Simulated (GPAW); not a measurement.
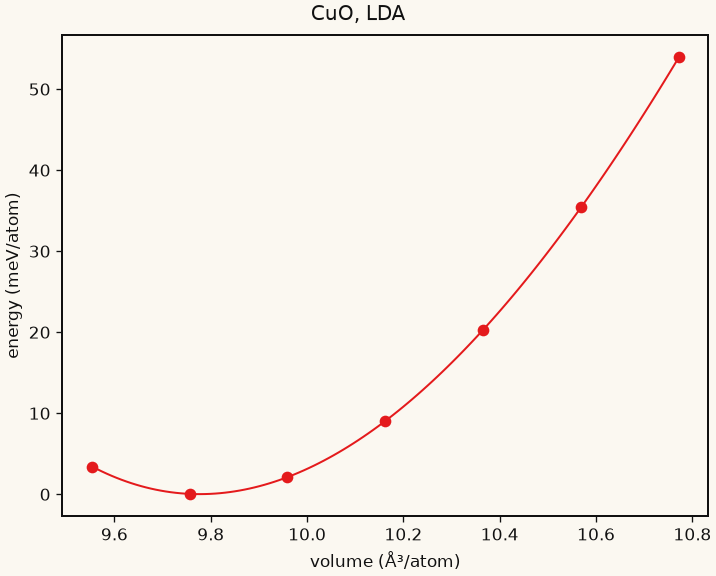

The plot gives the computed energy against volume for CuO, space group Cc (No. 9).

The given structure:
```
Cu O
1.0
     2.34465   -1.71340    0.00000
     2.34465    1.71340    0.00000
    -0.86055    0.00000    5.05944
Cu O
2 2
Direct
  0.49680 0.00320 0.50000
  0.00320 0.49680 0.00000
  0.40560 0.57140 0.75370
  0.57140 0.40560 0.25370
```

Computed with GPAW 26.7.0: PAW DFT in plane waves, on a grid or in atomic orbitals, no spin polarisation; energies at scaled volumes of the given cell, shape and fractions fixed, counted from the fit's minimum, third-order Birch-Murnaghan fit. Level: LDA.

k mesh 6×6×4; occupations Fermi–Dirac; smearing width 0.05 eV; potentials GPAW PAW data sets (gpaw data 1.2.1); wave cutoff 800 eV; program settings basis pw.

From this curve and the settings, what does the calculation give for the pressure at the same points?

The pressure falls from 4.21 GPa at volume 9.55 Å³/atom to −16.58 GPa at 10.77 Å³/atom, and changes sign near 9.74 Å³/atom.

```
volume (Å³/atom)  pressure (GPa)
            9.55            4.21
            9.76           -0.36
            9.96           -4.43
           10.16           -8.03
           10.37          -11.23
           10.57          -14.06
           10.77          -16.58
```

Keep in mind: shape and atomic fractions are frozen while scaling, which makes layered, chain and framework solids too stiff.
